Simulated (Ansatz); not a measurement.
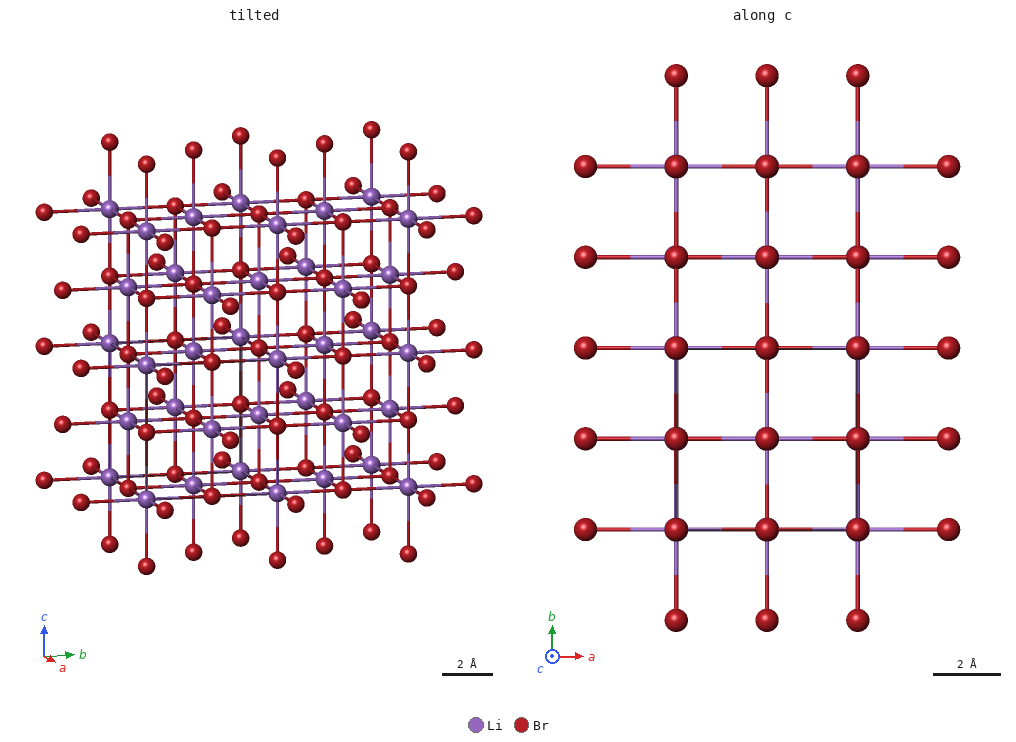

A ball-and-stick rendering, viewed slightly off an axis and along the c axis. A 1×2×2 array of cells is drawn; the conventional unit cell has the solid edges. Some neighbours outside the box are added.

LiBr, space group Fm-3m (No. 225), a = 5.48 Å, b = 5.48 Å, c = 5.48 Å, α = 90.00°, β = 90.00°, γ = 90.00°.

Theory: DFT, PBE with spin-orbit coupling, plane waves, PAW in Ansatz 0.2.0. Numerical settings: wavefunction cutoff 420 eV, k-points about 0.25 Å⁻¹ apart, no moments seeded, so the run stays non-magnetic, spinor wavefunctions.

**Metal or not?**

An insulator at this level, with a gap of 4.81 eV, direct.

**Which way would the volume go on relaxing?**

The computed pressure is 0.5 GPa (compressed: it would expand).

Origin of the cell: a structure type filled with these elements by a generator (whether the compound takes this form wasn't checked). Earlier steps of the study may have refined or changed the cell and positions. It was run through Ansatz as a DFT input.
